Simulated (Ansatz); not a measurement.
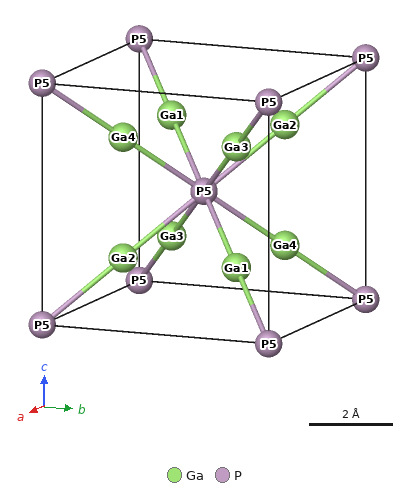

Fig. 1: The structure as given in the input (ball-and-stick view of the cell 2 times as large as that of the calculation, set on its symmetry axes, seen slightly off an axis; atoms are numbered from 1 in the order of the input). An atom can appear more than once, as a periodic image.

## Run report: Ga4P, band-structure calculation

The run: band-structure calculation of Ga4P (Im-3m, 5 atoms in the cell). Method and program: DFT PBE, scalar-relativistic, plane waves, PAW, no spin polarisation (Ansatz 0.2.0).

The structure was made by a generator, so it may or may not be a known phase. Figures and captions count atoms from 1; the log counts them from 0 in places.

## The input
```yaml
crystal:
  lattice:
    - [-2.9757605231, 2.9757605231, 2.9757605231]
    - [2.9757605231, -2.9757605231, 2.9757605231]
    - [2.9757605231, 2.9757605231, -2.9757605231]
  atoms:
    - { symbol: Ga, position: [0.0, 0.0, 0.5] }
    - { symbol: Ga, position: [0.5, 0.0, 0.0] }
    - { symbol: Ga, position: [0.5, 0.5, 0.5] }
    - { symbol: Ga, position: [0.0, 0.5, 0.0] }
    - { symbol: P, position: [0.0, 0.0, 0.0] }
basis:
  ecutwfc: 420
kpoints:
  mp_grid: { grid: [10, 10, 10] }
  band_path:
    path:
      - [[0.0, 0.0, 0.0], [0.5, -0.5, 0.5], [0.0, 0.0, 0.5], [0.0, 0.0, 0.0], [0.25, 0.25, 0.25], [0.5, -0.5, 0.5]]
      - [[0.25, 0.25, 0.25], [0.0, 0.0, 0.5]]
    npoints: 14
hamiltonian:
  xc: pbe
scf:
  occupations: { method: gaussian, width: 0.1 }
  n_extra_bands: 12
output:
  forces: true
  stress: true
  eigenvalues: true
  populations: true
  dos: { projected: true, de: 0.02, nscf_kmesh: { grid: [12, 12, 12] } }
  bader: true
  write_density: true
  write_potential: true
  elf: true
  volumetric_format: npy
```

Run on 1 thread of AMD EPYC (Zen 3), 189 GiB of memory available, shared host.

Launched with:
```bash
ansatz run input.yaml --threads 1 --pin off --max-ram 2560MiB --backend cpu --events-out ev --progress --plain --runs-dir out
```

## Log
```
scf.n_extra_bands = 12 over 29 filled bands (N_el = 57.0): the run solves 41 bands
Engine: ansatz 0.2.0, x86_64-unknown-linux-gnu
Pseudopotentials: kind: paw
Pseudopotential: Ga, paw, valence charge 13, recommended cutoff 420 eV (normal), Ga.paw.azcp
Pseudopotential: P, paw, valence charge 5, recommended cutoff 420 eV (normal), P.paw.azcp
Functional definition: PBE
  parameter kappa = 0.804
  parameter beta = 0.06672455060314922
  exchange = pbe_x(kappa = kappa, mu = beta*pi^2/3)
  correlation = pbe_c(beta = beta)
Crystal: 5 atoms, lattice volume = 105.403 Å³
Basis set: ecut = 420 eV, 2093 PW (Γ), exchange–correlation on 72×72×72 points (8 copies of the dense FFT grid, shifted against one another)
Bands: 41, of which v1, the nominal top of the filled ones, is band 29 counted from 1 (28 counted from 0)
Symmetry: 48 space group operations
Space group: Im-3m (ITA 229), of the structure as read, at distance tolerance 4.7e-5 Å
k-points: 47 of 1000
Non-local potential: Ga, projectors of the file, l = 0: 2, l = 1: 2, l = 2: 3, l = 3: 1
Non-local potential: P, projectors of the file, l = 0: 2, l = 1: 2, l = 2: 2
PAW form: soft (Blöchl's): semilocal exchange-correlation on the pseudo side does not see the compensation charge
PAW one-centre angular grid: Ga, 590 points (default); XC on 64 Gauss nodes
PAW one-centre angular grid: P, 110 points (default); XC on 64 Gauss nodes
Initial density: superposition of atomic densities (neutral atoms: chi_scale 0, normalization atom), corrected by the library's trained network
Initial wavefunctions: pseudopotential atomic-orbital guess
Functional: x = pbe(κ = 0.804, μ = 0.2195149727645171), c = pbe(β = 0.06672455060314922)
SCF iter   1: F=—  HF=-15886.477404 eV  |F-HF|=—  |Δ(HF+E_count)|=         —  Δρ=1.56e-3  dr2=2.34e-3  ethr=1.77e-3  ⟨swp⟩=6.0  Hψ=7989  notcnv=0  defer=54
preconditioner: auto → Kerker (q_TF=auto, 2.463 Å⁻¹)  [metal: Δε(μ)=0.014 eV  Ē_g=16.817 eV  σ=0.100 eV  W_gap=0.08  n_scr=18 (ndim 8)  ℏωp=27.3 eV  f_vac=0.003  D(μ)=3.40/eV (n_scr^D=18)]
SCF iter   2: F=—  HF=-15886.475040 eV  |F-HF|=—  |Δ(HF+E_count)|=   2.36e-3  Δρ=8.60e-4  dr2=9.67e-4  ethr=4.10e-6  ⟨swp⟩=2.7  Hψ=3706  notcnv=0  defer=80
SCF iter   3: F=—  HF=-15886.475141 eV  |F-HF|=—  |Δ(HF+E_count)|=   1.01e-4  Δρ=4.77e-4  dr2=1.84e-4  ethr=1.70e-6  ⟨swp⟩=2.0  Hψ=3034  notcnv=0  defer=80
SCF iter   4: F=—  HF=-15886.475136 eV  |F-HF|=—  |Δ(HF+E_count)|=   4.60e-6  Δρ=2.08e-4  dr2=6.63e-5  ethr=3.23e-7  ⟨swp⟩=2.0  Hψ=2899  notcnv=0  defer=80
SCF iter   5: F=—  HF=-15886.475164 eV  |F-HF|=—  |Δ(HF+E_count)|=   2.78e-5  Δρ=7.54e-5  dr2=1.13e-5  ethr=1.16e-7  ⟨swp⟩=2.9  Hψ=2966  notcnv=0  defer=80
SCF iter   6: F=—  HF=-15886.475168 eV  |F-HF|=—  |Δ(HF+E_count)|=   4.26e-6  Δρ=2.45e-5  dr2=8.67e-7  ethr=1.99e-8  ⟨swp⟩=2.0  Hψ=2047  notcnv=0  defer=80
SCF iter   7: F=-15886.475168 eV  HF=-15886.475168 eV  |F-HF|=4.37e-9  |Δ(HF+E_count)|=   6.28e-9  Δρ=6.85e-6  dr2=2.85e-8  ethr=1.75e-10  ⟨swp⟩=14.4  Hψ=15793  notcnv=0
SCF 1 converged in 7 iterations: F = -15886.475168 eV  dr2 = 2.85e-8
  greatest PAW one-centre occupation: 0.995 electrons in one spin orbital (limit 2), on the Ga atom at site 2 (counted from 0), in its partial waves of l = 2
NSCF: frozen V_eff on 86 k-points
NSCF: frozen V_eff on 72 k-points
SCF converged after 7 iterations
Free energy (F): -15886.475168 eV
Harris-Foulkes:  -15886.475168 eV  (|F-HF|=4.37e-9)
Internal energy: -15886.458099 eV  (E = F + TS)
E sigma→0 (E₀):  -15886.466633 eV
Entropy (-TS):   -0.017069 eV (-3.414 meV/atom)
Fermi energy:    7.887640 eV
--- Per-component energies (eV) ---
  E_band       = -230.107589
  E_kinetic    = 527.298027
  E_local      = -8011.413997  (includes V_loc(G=0)·N_el)
  E_nonlocal   = 1723.694708
  E_hartree    = 3726.908322
  E_xc         = -337.193483
  E_vxc        = -290.945400  (∫ρ·V_xc dr)
  E_paw        = -8512.838337  (= ΣΔE_a)
  E_vpaw       = -1632.573272  (= ΣTr[D̂ρ^β])
  E_aug_tail   = -0.000395  (compensation charges beyond the density's cutoff)
  E_ewald      = -5002.912944
  E_smearing   = -0.017069  (= −TS)
  E_closure    = 0.000000  (closes the sum)
  Σ components = -15886.475168   (vs F -15886.475168, Δ=0.00e0)
--- Forces (eV/Å), atoms counted from 1 ---
  atom   1  Ga     0.00000000     0.00000000    -0.00000000
  atom   2  Ga     0.00000000    -0.00000000     0.00000000
  atom   3  Ga     0.00000000    -0.00000000     0.00000000
  atom   4  Ga     0.00000000    -0.00000000    -0.00000000
  atom   5  P     -0.00000000     0.00000000    -0.00000000
  max |Σ_I F_I| component: 2.64e-29 eV/Å
--- Stress (GPa, compression-positive) ---
        0.011585      -0.000000      -0.000000
        0.000000       0.011585       0.000000
        0.000000      -0.000000       0.011585
  P = ⅓ Tr σ = 0.0116 GPa (0.116 kbar)
--- Band table (eV; the first three rows and the last of 47) ---
  k-point 0: bands = ["-7.4179", "-7.1656", "-7.1656", "-7.0844", "-7.0844", "-7.0603", "-7.0603", "-7.0603", "-6.9831", "-6.9831", "-6.9831", "-6.9562", "-6.9562", "-6.9562", "-6.8995", "-6.8995", "-6.8995", "-6.8143", "-6.8143", "-6.8143", "-4.4482", "2.5399", "3.0016", "3.0016", "3.0016", "4.4419", "4.4419", "4.4419", "7.2306", "7.2306", "7.2306", "11.1382", "11.1382", "12.8261", "12.8261", "12.8261", "16.0508", "16.0508", "17.3028", "18.0368", "18.0368"]
  k-point 1: bands = ["-7.4024", "-7.1624", "-7.1582", "-7.0811", "-7.0796", "-7.0627", "-7.0558", "-7.0551", "-6.9877", "-6.9841", "-6.9829", "-6.9592", "-6.9560", "-6.9558", "-6.9034", "-6.9013", "-6.9010", "-6.8243", "-6.8194", "-6.8190", "-4.4112", "1.8581", "2.7297", "3.0167", "3.3619", "4.2710", "4.7256", "4.8731", "7.2261", "7.3007", "7.5684", "11.3463", "11.5024", "12.3273", "12.3515", "12.8731", "16.1827", "16.5017", "17.0830", "17.1889", "17.8718"]
  k-point 2: bands = ["-7.3597", "-7.1533", "-7.1364", "-7.0716", "-7.0702", "-7.0655", "-7.0433", "-7.0405", "-7.0017", "-6.9870", "-6.9827", "-6.9680", "-6.9547", "-6.9541", "-6.9150", "-6.9066", "-6.9055", "-6.8526", "-6.8335", "-6.8322", "-4.3056", "1.0008", "2.2976", "3.0544", "3.3373", "3.9267", "5.5438", "5.7795", "7.2551", "7.5591", "8.4112", "11.2651", "11.3817", "12.0368", "12.5104", "12.9308", "15.4353", "15.5365", "16.7697", "17.0487", "17.6902"]
  k-point 46: bands = ["-7.1435", "-7.1435", "-7.1435", "-7.1230", "-7.1230", "-7.1230", "-6.9997", "-6.9997", "-6.9997", "-6.9666", "-6.9666", "-6.9666", "-6.9664", "-6.9664", "-6.9664", "-6.9076", "-6.8878", "-6.8878", "-6.8097", "-6.8097", "-3.7263", "0.3929", "0.3929", "0.3929", "4.4214", "4.4214", "8.3525", "8.6539", "8.6539", "8.6539", "9.0766", "9.0766", "9.0766", "11.0914", "15.4334", "15.4334", "15.4334", "17.2125", "17.2125", "17.2125", "17.7867"]
--- Löwdin populations: 5 sites ---
  site symbol       q [e]
     0     Ga     13.0135
     1     Ga     13.0135
     2     Ga     13.0135
     3     Ga     13.0135
     4      P      4.7768
  spilling = 0.002967 (of n_electrons = 57.000000)
--- Bader charges: 5 sites ---
  site symbol  charge [e]  shift [e]
     0     Ga      0.1906     0.0001
     1     Ga      0.1906     0.0001
     2     Ga      0.1906     0.0001
     3     Ga      0.1906     0.0001
     4      P     -0.7624     0.0004
  estimated error of the sums over rays = 6.2e-4 e
```

## File populations.tsv
```
# site	symbol	l	j	q
# orbitals = lowdin
# n_electrons = 57.000000
# spilling = 0.002967
0	Ga	0_4S	-	1.349417
0	Ga	1_4P	-	1.674580
0	Ga	2_3D	-	9.989524
1	Ga	0_4S	-	1.349417
1	Ga	1_4P	-	1.674580
1	Ga	2_3D	-	9.989524
2	Ga	0_4S	-	1.349417
2	Ga	1_4P	-	1.674580
2	Ga	2_3D	-	9.989524
3	Ga	0_4S	-	1.349417
3	Ga	1_4P	-	1.674580
3	Ga	2_3D	-	9.989524
4	P	0_3S	-	1.510766
4	P	1_3P	-	3.266048
```

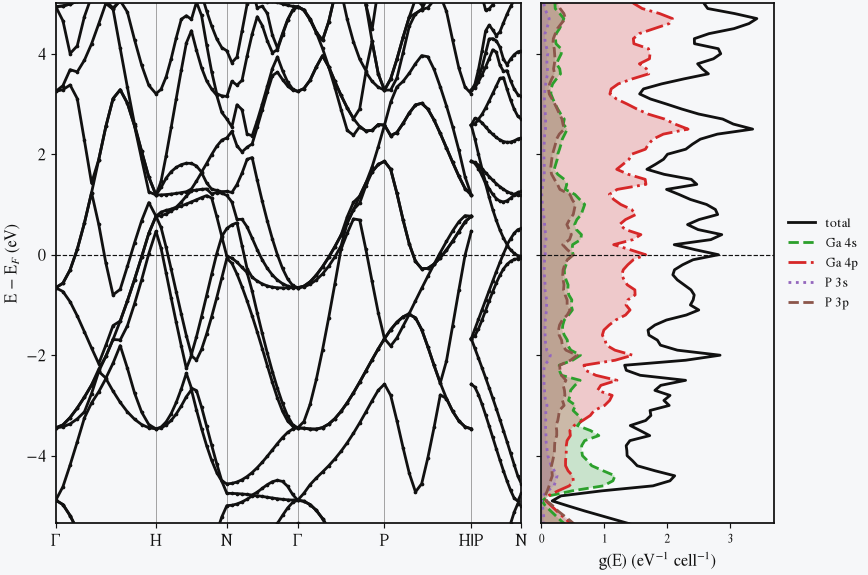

Fig. 2: Band structure along Γ–H–N–Γ–P–H|P–N and density of states (projected on Löwdin-orthogonalised atomic shells), with energies from the Fermi level. Bands cross the Fermi level: a metal at this level of theory.

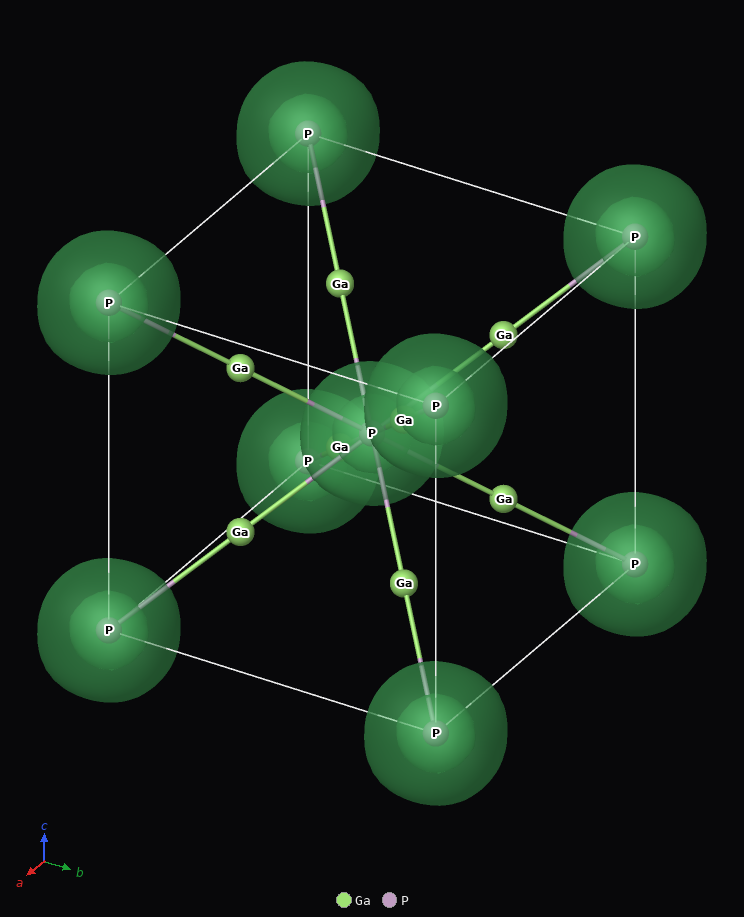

Fig. 3: Isosurface of the ELF at 0.65 (green), seen at an oblique angle. Core shells and regions of very low density are left out. Sticks mark near contacts. The outline is the cell set on symmetry axes. Profiles from the grid: Ga–P (2.58 Å): the ELF peaks at about 0.85 in the valence shell of P, 0.8 Å from its nucleus, and drops to about 0.30 between the two atoms. The fields are those of the smooth PAW valence density.

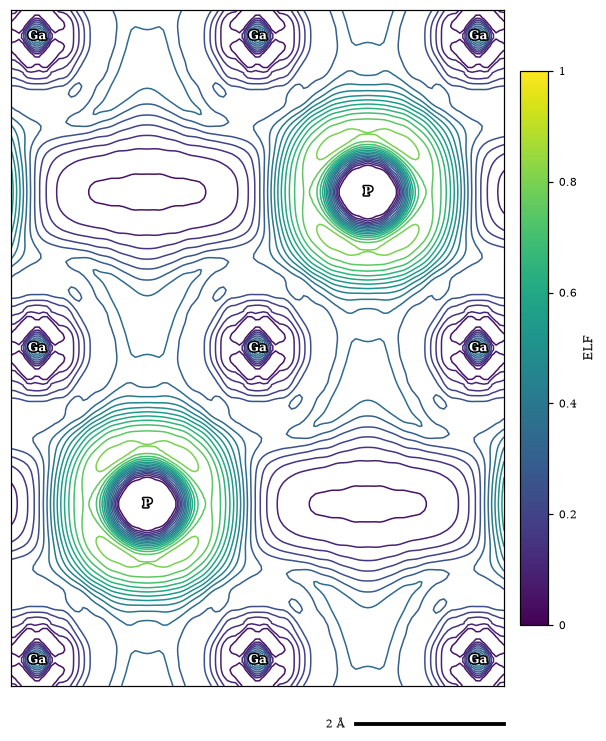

Fig. 4: ELF on the (101) plane of the conventional cell. The section cuts through Ga and P sites. Ga–P (2.58 Å): the ELF peaks at about 0.85 in the valence shell of P, 0.8 Å from its nucleus, and drops to about 0.30 between the two atoms. The strong features right at Ga lie inside the PAW spheres (semicore, d or f shells) and say nothing about bonding.

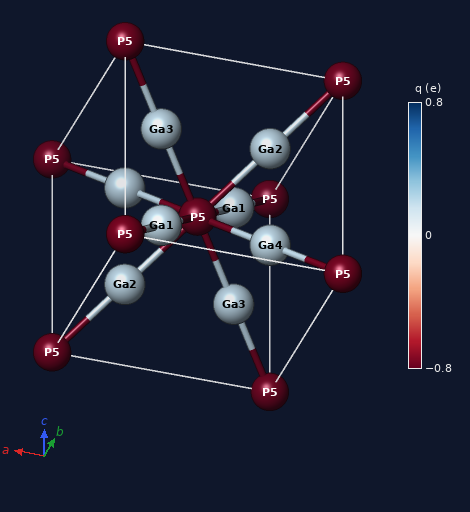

Fig. 5: Bader charges, as the colour of each atom (ball-and-stick view of the cell 2 times as large as that of the calculation, set on its symmetry axes, seen at an oblique angle; atoms are numbered from 1 in the order of the input). By element: Ga +0.19 and P −0.76 e.

## Key numbers

- outcome: converged
- space group (tolerance 0.01 Å): Im-3m (229)
- electrons treated: 57
- free energy: −15886.4752 eV
- Fermi energy: 7.888 eV
- gap on the k-point mesh: none (metallic)
- pressure: 0.01 GPa
- largest force (length of the vector): under 0.001 eV/Å
- wall time: 88 s
- peak memory: 0.52 GiB
